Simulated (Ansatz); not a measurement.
# How BP (F-43m) expands on warming, part 2 of 3

Wanted: α(T), C_P(T) and B(T) of BP in the quasi-harmonic approximation.

Measurements to reproduce:
- volume expansion coefficient 9.6 1e-6/K near room temperature (given in “Thermal expansion coefficients of high thermal conducting BAs and BP materials (three times its linear coefficient)”, 2019, arxiv:1906.04101)

Ansatz 0.2.0; DFT RPBE, scalar-relativistic, plane waves, PAW.

So far. Step 2 (A first coarse run): The start is under 4.1 GPa at this level and looks like an insulator or semiconductor on this mesh. Step 4 (Relaxing to small residual forces and stress): The residual pressure is -2.2e-4 GPa, small enough for phonons. The relaxed cell has a = 4.575 Å (conventional setting).

## Step 5: Phonons on strained cells, q-mesh 2×2×2

Thermal expansion follows from how the free energy of the vibrations (and of the electrons in a metal) changes with strain, so the program makes strained cells, their phonons and a fit in one run.

input.yaml reads:

```yaml
crystal:
  lattice:
    - [0.0, 2.2874846874, 2.2874846874]
    - [2.2874846874, 0.0, 2.2874846874]
    - [2.2874846874, 2.2874846874, 0.0]
  atoms:
    - { symbol: B, position: [0.0, 0.0, 0.0] }
    - { symbol: P, position: [0.25, 0.25, 0.25] }
kpoints:
  mp_grid: { grid: [12, 12, 12] }
hamiltonian:
  xc: rpbe
scf:
  occupations: { method: fixed }
output:
  eigenvalues: true
phonons:
  method: dfpt
  qmesh: [2, 2, 2]
  temperatures: { t_max: 800.0, t_step: 50 }
  thermal_expansion: {}
```

Launch:

```bash
$ ansatz run input.yaml --threads 2 --pin off --max-ram 5120MiB --backend cpu --events-out ev --progress --plain --runs-dir out
```

Numbers of over 12 decimals in the logs are rounded to 6 here.

The log of the run:

```text
Warning: phonons: the dynamical matrix that this run interpolates holds no multipole term above the dipole-dipole one, and a site of this crystal is no centre of inversion, so its interpolated transverse optical and acoustic branches and sound speeds can stay off near Gamma, and the density of states and the thermodynamics with them. What a run solves at a wave vector of phonons.qpoints, Gamma apart, where the deck admits one, is free of this, and under fd what a larger phonons.supercell samples
[...]
Crystal: 2 atoms, lattice volume = 23.939 Å³
Basis set: ecut = 487.2 eV, 561 PW (Γ), exchange–correlation on 48×48×48 points (8 copies of the dense FFT grid, shifted against one another)
Bands: 8, of which v1, the nominal top of the filled ones, is band 4 counted from 1 (3 counted from 0)
Symmetry: 24 space group operations
[...]
k-points: 72 of 1728 (time reversal used)
[...]
SCF iter   1: F=—  HF=-916.758126 eV  |F-HF|=—  |Δ(HF+E_count)|=         —  Δρ=2.68e-3  dr2=1.09e-3  ethr=1.77e-3  ⟨swp⟩=5.2  Hψ=4233  notcnv=0  defer=134
[...]
SCF iter   7: F=-916.758027 eV  HF=-916.758027 eV  |F-HF|=3.98e-12  |Δ(HF+E_count)|=  3.19e-10  Δρ=1.17e-7  dr2=2.18e-12  ethr=1.00e-12  ⟨swp⟩=9.2  Hψ=4517  notcnv=0
SCF 1 converged in 7 iterations: F = -916.758027 eV  dr2 = 2.18e-12
[...]
relax step   1: F+E_penalty+E_count = -916.75802742 eV  Δ(F+E_penalty+E_count) = +0.000e0 eV  max|allowed force component| = 3.793e-16 eV/Å  Δτ_max = 0.0000 Å  (7 SCF iters, accepted)
SCF converged after 7 iterations
Free energy (F): -916.758027 eV
[...]
Internal energy: -916.758027 eV  (E = F + TS)
E sigma→0 (E₀):  -916.758027 eV
Fermi energy:    9.029261 eV
[...]
--- Stress (GPa, compression-positive) ---
       -0.007760      -0.000000      -0.000000
       -0.000000      -0.007760       0.000000
       -0.000000       0.000000      -0.007760
  P = ⅓ Tr σ = -0.0078 GPa (-0.078 kbar)
--- Band table (eV; the first three rows and the last of 72) ---
[...]
── thermal expansion: 3 new cells, 3 in all ──
thermal expansion: relaxation of cell 2
thermal expansion: relaxation of cell 3
── thermal expansion: 2 new cells, 5 in all ──
thermal expansion: relaxation of cell 4
thermal expansion: lower-state search of cell 4
thermal expansion: phonons of cell 4
thermal expansion: relaxation of cell 5
thermal expansion: phonons of cell 5
── thermal expansion: 5 new cells, 10 in all ──
thermal expansion: relaxation of cell 6
thermal expansion: relaxation of cell 7
thermal expansion: relaxation of cell 8
thermal expansion: relaxation of cell 9
thermal expansion: relaxation of cell 10
thermal expansion: phonons of cell 6
thermal expansion: phonons of cell 7
WARN: thermal expansion: narrow_supercell: the supercell is narrow for a crystal that has a band gap and may be polar, so the expansion can be far off: type phonons.supercell or phonons.qmesh [3, 3, 3] or more in a new run
--- Relaxed structure (1 steps of the walk, 1 accepted, 0 SCFs on fresh bases) ---
  F+E_penalty+E_count = -916.75802742 eV   max|allowed force component| = 3.793e-16 eV/Å
  atoms:
    - { symbol: B, position: [0.0, 0.0, 0.0] }
    - { symbol: P, position: [0.25, 0.25, 0.25] }
--- Thermal expansion: 10 cells in 3 rounds, 0 GPa ---
  no lower state was reached at cell 4
  without vibrations: a 3.23494, b 3.23494, c 3.23494 Å, V 23.9377 Å³, B 155.41 GPa
  at 0 K: a 3.24405, b 3.24405, c 3.24405 Å, V 24.1405 Å³, B 152.14 GPa
  zero-point expansion: a +0.282, b +0.282, c +0.282, V +0.847 %
      T/K        a/Å        b/Å        c/Å       V/Å³ | expansion of a, b, c, V (1e-6/K)   | that of V in the mean from 25 °C | C_P, C_V (J/mol K of the cell) | B_T, B_S (GPa)
     0.00    3.24405    3.24405    3.24405    24.1405 |    0.00    0.00    0.00    0.00 |    3.09 |     0.000     0.000 |   152.14   152.14
   100.00    3.24407    3.24407    3.24407    24.1410 |    0.25    0.25    0.25    0.75 |    4.55 |     6.892     6.892 |   152.09   152.10
   200.00    3.24433    3.24433    3.24433    24.1468 |    1.50    1.50    1.50    4.50 |    6.73 |    19.883    19.874 |   151.72   151.79
   298.15    3.24504    3.24504    3.24504    24.1627 |    2.94    2.94    2.94    8.81 |       - |    29.979    29.928 |   150.99   151.25
   350.00    3.24559    3.24559    3.24559    24.1749 |    3.54    3.54    3.54   10.61 |    9.75 |    33.819    33.733 |   150.52   150.90
   450.00    3.24688    3.24688    3.24688    24.2039 |    4.38    4.38    4.38   13.13 |   11.21 |    38.988    38.819 |   149.50   150.16
   550.00    3.24840    3.24840    3.24840    24.2378 |    4.93    4.93    4.93   14.79 |   12.34 |    42.228    41.967 |   148.42   149.34
   650.00    3.25007    3.25007    3.25007    24.2751 |    5.31    5.31    5.31   15.93 |   13.22 |    44.349    43.994 |   147.30   148.49
   750.00    3.25184    3.25184    3.25184    24.3149 |    5.58    5.58    5.58   16.75 |   13.94 |    45.806    45.356 |   146.15   147.60
   800.00    3.25276    3.25276    3.25276    24.3355 |    5.70    5.70    5.70   17.09 |   14.25 |    46.370    45.872 |   145.57   147.16
  the static fit leaves 0.000 meV an atom of the energies and, of the stresses, 0.000 GPa of each cell's largest along a strain (root mean squares over the cells), whose Pulay part it has at -0.015 GPa
  vibrations' free energy: its fit passes through its cells
  the electrons' free energy at temperature is not in it: every band gap is over 0.83 eV
  free energies summed between the sampled wave vectors
  estimated error of the fitted expansion in any direction: up to 0.028e-6/K, at 800 K, with few degrees of freedom (an estimate, not a bound: it was exceeded on models of known expansion)
  by sums over the sampled wave vectors an expansion of the volume parts by up to 2.24e-6/K
  by a static energy of one degree less an expansion of the volume parts by up to 0.00e-6/K
  band gaps on the cells' k-points are 1.253 to 1.351 eV
  narrow_supercell: the supercell is narrow for a crystal that has a band gap and may be polar, so the expansion can be far off: type phonons.supercell or phonons.qmesh [3, 3, 3] or more in a new run
```

Run time: 2.1 min. Hardware: 2 threads of Arm Neoverse V2, shared host; peak memory 0.65 GiB; 4 min of CPU time.

This step gave:

```
pressure                                         : -0.007760 GPa
volume expansion coefficient at 298 K            : 8.815 1e-6/K
C_P at 298 K                                     : 14.99 J/mol-atom/K
entropy at 298 K                                 : 10.78 J/mol-atom/K
isothermal bulk modulus at 298 K                 : 151.0 GPa
Grüneisen parameter at 298 K                     : 0.6471
volume at 298 K                                  : 12.08 Å³/atom
principal linear expansion coefficients at 298 K : 2.938, 2.938, 2.938 1e-6/K
```

Strained cells of the study; zero-point energy where phonons were solved; the pressures are stresses at a fixed cutoff and can carry an offset from the finite basis. Expansion cells, by row:

```
cell  |a| (Å)  |b| (Å)  |c| (Å)  V (Å³/atom)  E - E_lowest (meV/atom)  pressure (GPa)  gap (eV)  zero-point energy (meV/atom)
   1    3.235    3.235    3.235        11.97                        0          -0.023     1.299                             -
   2    3.261    3.261    3.261        12.26                    3.281          -3.569     1.336                             -
   3    3.209    3.209    3.209        11.69                    3.351           3.866     1.262                             -
   4    3.235    3.235    3.235        11.97                        0          -0.042       1.3                         98.88
   5    3.251    3.251    3.251        12.15                    1.317          -2.299     1.323                         97.42
   6    3.243    3.243    3.243        12.06                    0.342          -1.195     1.311                         98.15
   7     3.26     3.26     3.26        12.24                    2.969          -3.402     1.334                         96.69
   8    3.203    3.203    3.203        11.62                    5.232           4.879     1.253                             -
   9    3.219    3.219    3.219        11.79                     1.28           2.349     1.276                             -
  10    3.272    3.272    3.272        12.38                    6.601          -4.973     1.351                             -
```

Quasi-harmonic; a, b, c are the run's own cell vectors. Expansion, by row:

| T (K) | a (Å) | b (Å) | c (Å) | alpha (deg) | beta (deg) | gamma (deg) | cell volume (Å³/cell) | alpha_a (1e-6/K) | alpha_b (1e-6/K) | alpha_c (1e-6/K) | alpha_V (1e-6/K) | C_P (J/mol-atom/K) | C_V (J/mol-atom/K) | S (J/mol-atom/K) | B_T (GPa) | B_S (GPa) | Grueneisen | extrapolation | fit error (1e-6/K) |
| --- | --- | --- | --- | --- | --- | --- | --- | --- | --- | --- | --- | --- | --- | --- | --- | --- | --- | --- | --- |
| 0 | 3.244 | 3.244 | 3.244 | 60 | 60 | 60 | 24.14 | 0 | 0 | 0 | 0 | 0 | 0 | 0 | 152.1 | 152.1 | - | 0 | 0 |
| 50 | 3.244 | 3.244 | 3.244 | 60 | 60 | 60 | 24.14 | 0.03 | 0.03 | 0.03 | 0.1 | 0.598 | 0.598 | 0.187 | 152.1 | 152.1 | 0.181 | 0 | 0 |
| 100 | 3.244 | 3.244 | 3.244 | 60 | 60 | 60 | 24.14 | 0.25 | 0.25 | 0.25 | 0.75 | 3.446 | 3.446 | 1.393 | 152.1 | 152.1 | 0.241 | 0 | 0 |
| 150 | 3.244 | 3.244 | 3.244 | 60 | 60 | 60 | 24.14 | 0.76 | 0.76 | 0.76 | 2.29 | 6.767 | 6.766 | 3.419 | 152 | 152 | 0.374 | 0 | 0 |
| 200 | 3.244 | 3.244 | 3.244 | 60 | 60 | 60 | 24.15 | 1.5 | 1.5 | 1.5 | 4.5 | 9.942 | 9.937 | 5.807 | 151.7 | 151.8 | 0.499 | 0 | 0 |
| 250 | 3.245 | 3.245 | 3.245 | 60 | 60 | 60 | 24.15 | 2.27 | 2.27 | 2.27 | 6.81 | 12.75 | 12.74 | 8.335 | 151.4 | 151.5 | 0.589 | 0 | 0.01 |
| 298.1 | 3.245 | 3.245 | 3.245 | 60 | 60 | 60 | 24.16 | 2.94 | 2.94 | 2.94 | 8.81 | 14.99 | 14.96 | 10.78 | 151 | 151.2 | 0.647 | 0 | 0.01 |
| 300 | 3.245 | 3.245 | 3.245 | 60 | 60 | 60 | 24.16 | 2.96 | 2.96 | 2.96 | 8.89 | 15.07 | 15.04 | 10.87 | 151 | 151.2 | 0.649 | 0 | 0.01 |
| 350 | 3.246 | 3.246 | 3.246 | 60 | 60 | 60 | 24.17 | 3.54 | 3.54 | 3.54 | 10.61 | 16.91 | 16.87 | 13.34 | 150.5 | 150.9 | 0.689 | 0 | 0.01 |
| 400 | 3.246 | 3.246 | 3.246 | 60 | 60 | 60 | 24.19 | 4 | 4 | 4 | 12.01 | 18.36 | 18.29 | 15.7 | 150 | 150.5 | 0.717 | 0 | 0.01 |
| 450 | 3.247 | 3.247 | 3.247 | 60 | 60 | 60 | 24.2 | 4.38 | 4.38 | 4.38 | 13.13 | 19.49 | 19.41 | 17.93 | 149.5 | 150.2 | 0.737 | 0 | 0.01 |
| 500 | 3.248 | 3.248 | 3.248 | 60 | 60 | 60 | 24.22 | 4.68 | 4.68 | 4.68 | 14.04 | 20.39 | 20.29 | 20.03 | 149 | 149.8 | 0.752 | 0 | 0.01 |
| 550 | 3.248 | 3.248 | 3.248 | 60 | 60 | 60 | 24.24 | 4.93 | 4.93 | 4.93 | 14.79 | 21.11 | 20.98 | 22.01 | 148.4 | 149.3 | 0.763 | 0 | 0.01 |
| 600 | 3.249 | 3.249 | 3.249 | 60 | 60 | 60 | 24.26 | 5.14 | 5.14 | 5.14 | 15.41 | 21.7 | 21.54 | 23.87 | 147.9 | 148.9 | 0.772 | 0 | 0.01 |
| 650 | 3.25 | 3.25 | 3.25 | 60 | 60 | 60 | 24.28 | 5.31 | 5.31 | 5.31 | 15.93 | 22.17 | 22 | 25.63 | 147.3 | 148.5 | 0.78 | 0 | 0.01 |
| 700 | 3.251 | 3.251 | 3.251 | 60 | 60 | 60 | 24.29 | 5.46 | 5.46 | 5.46 | 16.37 | 22.57 | 22.37 | 27.28 | 146.7 | 148.1 | 0.785 | 0 | 0.01 |
| 750 | 3.252 | 3.252 | 3.252 | 60 | 60 | 60 | 24.31 | 5.58 | 5.58 | 5.58 | 16.75 | 22.9 | 22.68 | 28.85 | 146.2 | 147.6 | 0.791 | 0 | 0.02 |
| 800 | 3.253 | 3.253 | 3.253 | 60 | 60 | 60 | 24.34 | 5.7 | 5.7 | 5.7 | 17.09 | 23.18 | 22.94 | 30.34 | 145.6 | 147.2 | 0.795 | 0 | 0.03 |

Expansion coefficient against temperature; values in 1e-6/K:

| temperature (K) | volume | principal 1 |
| --- | --- | --- |
| 0 | 0 | 0 |
| 50 | 0.1 | 0.03 |
| 100 | 0.75 | 0.25 |
| 150 | 2.29 | 0.76 |
| 200 | 4.5 | 1.5 |
| 250 | 6.81 | 2.27 |
| 298 | 8.81 | 2.94 |
| 300 | 8.89 | 2.96 |
| 350 | 10.6 | 3.54 |
| 400 | 12.0 | 4 |
| 450 | 13.1 | 4.38 |
| 500 | 14.0 | 4.68 |
| 550 | 14.8 | 4.93 |
| 600 | 15.4 | 5.14 |
| 650 | 15.9 | 5.31 |
| 700 | 16.4 | 5.46 |
| 750 | 16.8 | 5.58 |
| 800 | 17.1 | 5.7 |

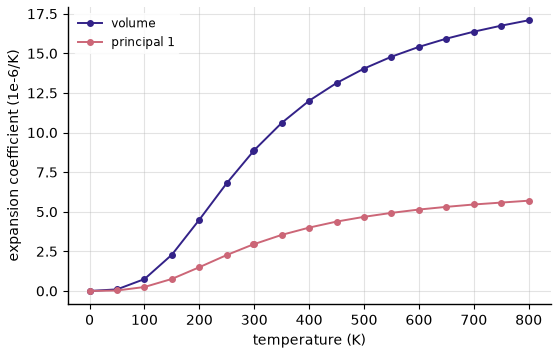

Expansion coefficient against temperature.

At 298 K the volume expansion is 8.81 × 10⁻⁶/K and B_T is 151 GPa. The log warns that this q-mesh is too narrow, so the figure can be far off. The program raised the cutoff to 487.2 eV by itself: with no cutoff typed, the study takes about 1.16 times the default for its relaxations and scales it with the volume for the phonons.

(Part 2 of 3 ends here.)

[Logs are printed without paths, hosts, clocks, repeated set-up lines and the standing remarks that a program may print on its own settings, such as how far it seeks lower states.]

[Hosts, paths, dates, database ids (printed as entryN), source tags and the programs' standing remarks are cut or masked in the printed files.]

[A step with changed settings may run another functional than the one named; its input shows which.]
